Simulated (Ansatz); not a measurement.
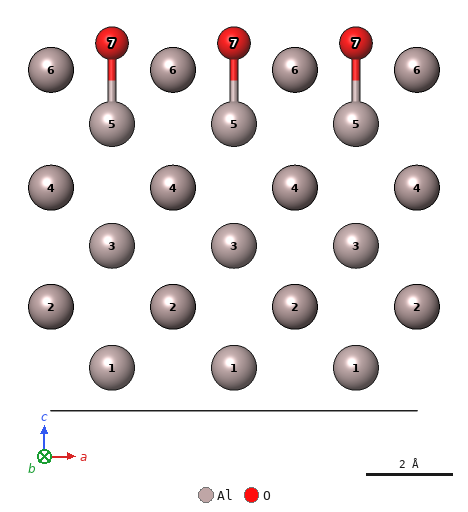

This is the input geometry for a constrained relaxation of a slab of composition Al₆O (cut from the Fm-3m phase). A ball-and-stick model of the 3 × 1 repeat of the cell, outlined in the plane, without the vacuum, seen along the b axis.

Case: O put over an Al atom of a lower plane. The slab is the (1 1 0) face of Al with O on it. 3 atoms are held fixed.

Computed with DFT PBEsol, scalar-relativistic, plane waves, PAW (Ansatz).

Input file:
```yaml
crystal:
  lattice:
    - [2.8394270062, 0.0, 0.0]
    - [0.0, 4.0155561815, 0.0]
    - [0.0, 0.0, 26.0985675155]
  atoms:
    - { symbol: Al, position: [0.5, 0.5, 0.3256883733] }
    - { symbol: Al, position: [0.0, 0.0, 0.3800865123] }
    - { symbol: Al, position: [0.5, 0.5, 0.4344846513] }
    - { symbol: Al, position: [0.0, 0.0, 0.4863154555] }
    - { symbol: Al, position: [0.5, 0.5, 0.5431153486] }
    - { symbol: Al, position: [0.0, 0.0, 0.5914115929] }
    - { symbol: O, position: [0.5, 0.5, 0.615167686] }
basis:
  ecutwfc: 420
kpoints:
  mp_grid: { grid: [10, 7, 1] }
hamiltonian:
  xc: pbesol
scf:
  occupations: { method: gaussian, width: 0.1 }
output:
  forces: true
  eigenvalues: true
  write_density: true
  write_potential: true
  elf: true
  volumetric_format: npy
relax:
  adjacent_minimum: "off"
  f_tol: 0.03
  max_steps: 70
  constraints: [{ sites: [0, 1, 2] }]
efield:
  axis: 3
  dipole_correction: true
  ramp_width: 0.04
```

Run as
```bash
ansatz run input.yaml --threads 1 --pin off --max-ram 2560MiB --backend cpu --events-out ev --progress --plain --runs-dir out
```

Question: Where does the constrained relaxation end?

Answer: The atom that moves furthest is Al6 (0.32 Å along the normal (+c)). By element the largest moves are Al 0.32 Å, O 0.11 Å. The lattice vectors keep their values. Some distances before and after: Al5–O7 1.880 → 1.792 Å. After 4 geometry steps the energy has fallen by 0.349 eV per cell of the calculation. The largest force component goes from 2 to 0.0012 eV/Å.

History of the run:

```csv
step,"E − E(0), meV/atom","largest force component, eV/Å"
0,0.00,1.9559
1,-44.25,0.8147
2,-49.62,0.2277
3,-49.83,0.0451
4,-49.84,0.0012
```

After the run, drawn alike:

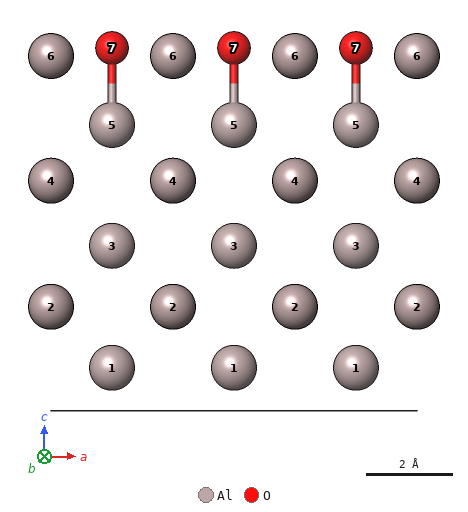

Limits of the set-up: the periodic images lie only 2.8 Å apart, so the values are limited by the cell's size.
